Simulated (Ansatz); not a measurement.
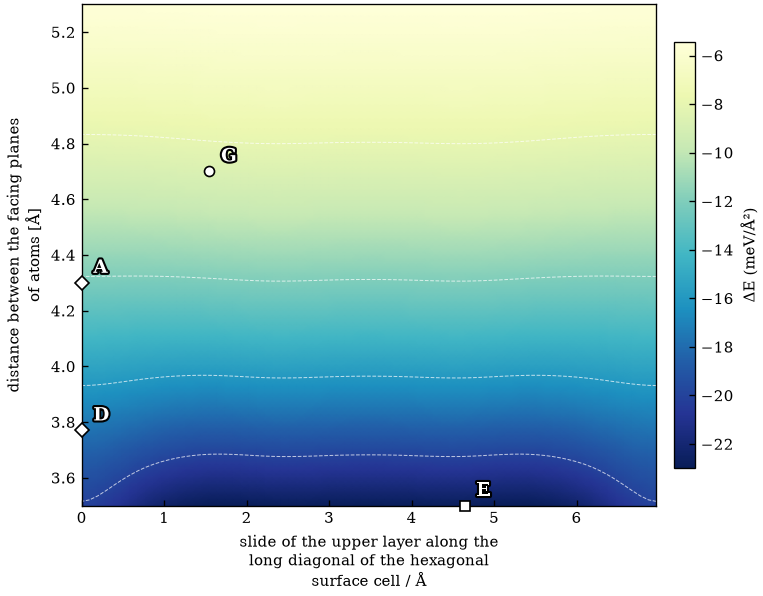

A bilayer of two Ge sheets of the honeycomb type, the upper one turned by 180 degrees about the normal (4 atoms in the cell). The upper layer of a bilayer is slid along a line and lifted, both layers rigid. First axis: slide of the upper layer along the long diagonal of the hexagonal surface cell, from Ge4 above Ge1. Second axis: distance between the facing planes of atoms. Grid: 9 × 6 points; 30 points were computed and 24 follow by symmetry. Points are written as (first, second). Energies: meV/Å², counted from the two layers apart. Theory: DFT PBE+D3(BJ), scalar-relativistic, plane waves, PAW (Ansatz 0.2.0). Settings: cutoff 420 eV, k-mesh 9×9×1, gaussian smearing 0.1 eV, no spin polarisation.

Drawn: a smooth colour map with a few white contour lines, lettered points. Between grid points the surface is interpolated.

Q: What kind of point is each of A, D, G: minimum, saddle, maximum or slope?

A: A: on a slope; D: on a slope; G: on a slope. (In these two coordinates alone; a stationary point may lie a little off the grid point.)

Q: Rank the lettered points by energy, lowest first.

A: E (−22.9 meV/Å²), D (−17.7 meV/Å²), A (−12.2 meV/Å²), G (−8.7 meV/Å²).

PAW datasets: the set soft_1.
